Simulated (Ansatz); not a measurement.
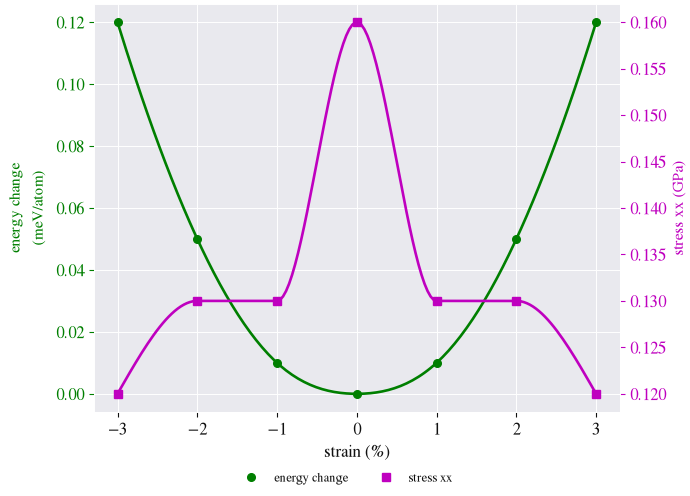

Plotted: energy change and stress xx against strain for C, space group Fmmm (No. 69).

Cell as given: a = 2.456 Å, b = 4.253 Å, c = 7.116 Å, α = 90.00°, β = 90.00°, γ = 90.00°; 8 atoms.

How it was computed, with Ansatz 0.2.0: energy, stress and cell of a relaxed crystal along a series of strains, atoms and what the cell freedom names relaxed within the symmetry; stress is positive in compression; plane waves with PAW datasets, Γ-centred k mesh; energies extrapolated to zero smearing. Level: r2SCAN, no spin polarisation.

- wave cutoff: 500 eV
- k mesh: 14×8×6
- occupations: Gaussian
- smearing width: 0.1 eV
- strain kind: shear ca
- cell freedom: cell held, c moved along a by strain times its height

Where does the curve of the energy change have its lowest point?

Answer. The lowest computed point is at strain 0 % (0.00 meV/atom).

What does the stress xx do across the range?

Answer. It goes from 0.12 GPa at strain −3 % to 0.12 GPa at 3 %, not monotonically, with a high of 0.16 GPa at 0 %.

Is there a gap?

Answer. No, the levels on the k mesh show a metal at every point.

Keep in mind: given cell holds a small stress on this mesh.
